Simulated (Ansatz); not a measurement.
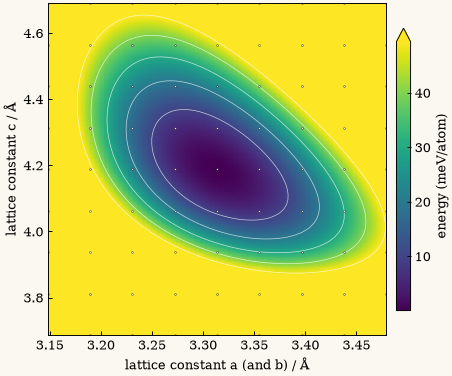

AlN (P6_3/mmc, No. 194; 4 atoms in the cell). The energy is mapped over the lattice constants a and c of the conventional cell. First axis: lattice constant a (and b). Second axis: lattice constant c. Nothing is relaxed (symmetry fixes all fractional coordinates). The grid has 9 × 9 points. Points are written as (first, second). All energies are given in meV/atom relative to the lowest grid point. These are results of DFT PBE, scalar-relativistic, plane waves, PAW in Ansatz, not measurements. Settings: cutoff 520 eV, k-mesh 9×9×6 in the order of the run's cell vectors, gaussian smearing 0.05 eV, no spin polarisation.

Drawn: a smooth colour map with a few white contour lines, dots at the grid points, one colour for all values above the top of the scale. Between grid points the surface is interpolated.

### Where is the minimum, and how stiff is the well along each coordinate?

The interpolated minimum is at lattice constant a (and b) ≈ 3.313 Å, lattice constant c ≈ 4.188 Å. The curvatures there are about 24 eV/Å² and 3.8 eV/Å², with a cross term of about 4.8 eV/Å² (per cell of 4 atoms). Round the minimum the valley is somewhat tilted: raising lattice constant a (and b) shifts the best value of lattice constant c downwards (coupling k₁₂/√(k₁₁k₂₂) about 0.5).

PAW datasets: the set soft_1.
